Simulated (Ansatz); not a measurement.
System: a (110) slab cut from Mo (Im-3m), of composition Mo$_{4}$H (not the bulk's), ended by Mo planes, 5 atoms in the cell. Starting structure of the relaxation:

```xyz
5
Lattice="2.7101 0.0000 0.0000 -0.9034 2.5551 0.0000 0.0000 0.0000 25.6383" Properties=species:S:1:pos:R:3 pbc="T T T"
Mo    0.9034    1.2775    8.5000
Mo    0.0000    0.0000   10.7128
Mo    0.9034    1.2775   12.9261
Mo    0.0000    0.0000   15.0422
H     0.4517    2.5551   16.3022
```

Level of theory: DFT PBEsol, scalar-relativistic, plane waves, PAW, no spin polarisation, 11×11×1 k mesh, Gaussian smearing of 0.1 eV; code Ansatz 0.2.0.

What does the potential across the slab give for the work function?

The work function is 5.21 eV at the right face and 4.75 eV at the left. The vacuum level is 0.46 eV higher at the right than at the left, so the slab carries a dipole along its normal; the ramp in the vacuum, at or near the edge of the plot, is the dipole correction that keeps each side flat. Some atoms were held fixed in the relaxation, which can itself make the faces differ. The outermost atoms are 7.9 Å apart, which leaves 17.7 Å of vacuum in a cell 25.6 Å high.

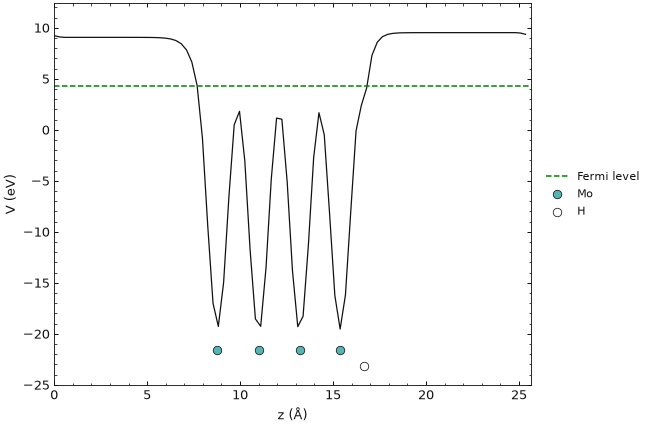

Plane-averaged electrostatic potential energy of an electron across the slab; circles at the bottom mark the heights of the atoms (positions after relaxation).
